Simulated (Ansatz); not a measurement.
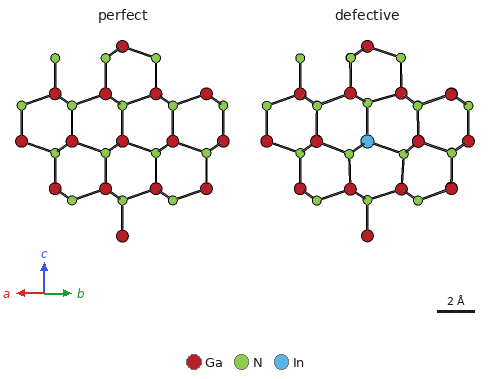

Left: perfect GaN. Right: the same region with one point defect, after relaxing the atoms in a supercell of 48 sites. The picture is a ball-and-stick view of the atoms within 6.0 Å of one point, in a slice 5.0 Å thick across the line of sight, seen along [110].

All numbers below come from Ansatz, DFT PBE, scalar-relativistic, plane waves, PAW. Settings: plane-wave cutoff 420 eV; k-point mesh 2 × 2 × 2; occupations gaussian; smearing width 0.01 eV; mesh shifted by (0.5, 0.5, 0.5); collinear spin. The cell is small and the k-mesh coarse, so the numbers are rough. A uniform background neutralises the charged cell. The axes drawn are those of the host's conventional cell.

### Which defect is it?

A gallium atom is replaced by indium.

The charge state of the cell is −1.

### What does the relaxation do around it?

In the host the Ga atom has 4 N at 1.97 to 1.98 Å; the In atom ends with 4 N at 2.13 Å. Of the host's atoms, a nitrogen atom moves furthest from its site, by 0.16 Å.
